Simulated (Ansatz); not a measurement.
The structure in question:

```cif
data_structure
_symmetry_space_group_name_H-M 'P m -3 m'
_symmetry_Int_Tables_number 221
_cell_length_a 3.1907
_cell_length_b 3.1907
_cell_length_c 3.1907
_cell_angle_alpha 90.000
_cell_angle_beta 90.000
_cell_angle_gamma 90.000
_cell_volume 32.48
loop_
_atom_site_label
_atom_site_type_symbol
_atom_site_symmetry_multiplicity
_atom_site_Wyckoff_symbol
_atom_site_fract_x
_atom_site_fract_y
_atom_site_fract_z
_atom_site_occupancy
In1 In 1 a 0.00000 0.00000 0.00000 1
Pd1 Pd 1 b 0.50000 0.50000 0.50000 1
```

Work out the structure from the coordinates.

Its composition is InPd. It is primitive cubic, space group Pm-3m (No. 221). Prototype: caesium chloride (CsCl, B2) type. It has 2 atoms to the cell (1 In, 1 Pd). Each In atom has eight Pd in a cubic arrangement at 2.76 Å around it. Each Pd has eight In in a cubic arrangement at 2.76 Å. The bonds build a three-dimensional framework.

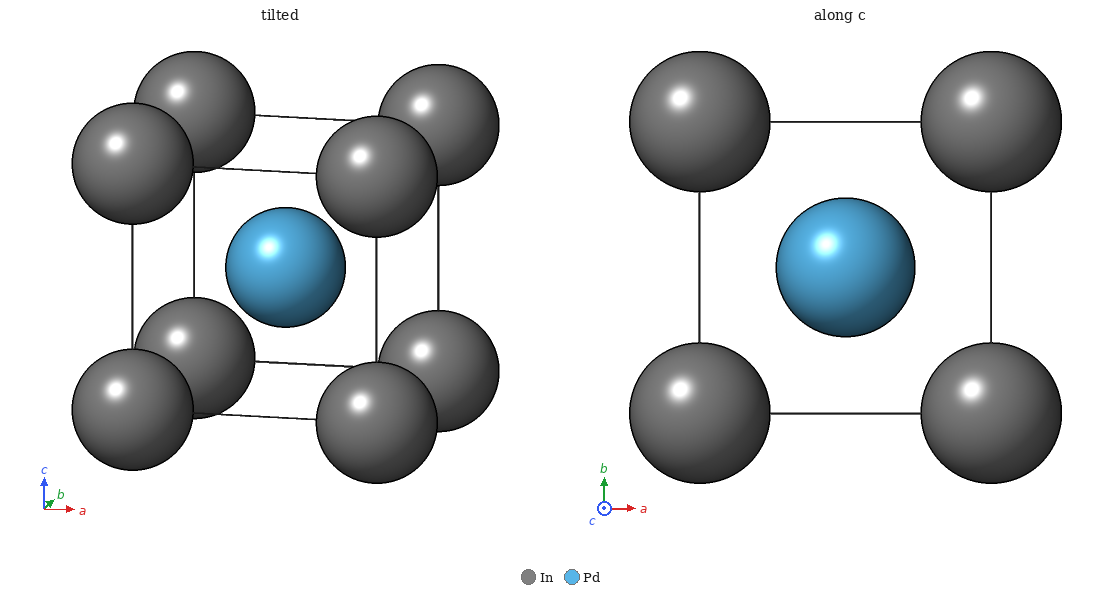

The crystal in a spheres-only representation, seen slightly off an axis and along the c axis. Atoms at the boundary of the conventional unit cell (the box) are drawn once for each face, edge or corner they touch.

Origin of the cell: a structure listed in the Materials Project. The cell was then strained or its atoms displaced on purpose. An electronic-structure calculation with Ansatz was run on it.

At this level of theory the cell isn't at rest (compressed, at 11 GPa), so its distances can differ from those at equilibrium, the more so the softer the solid.
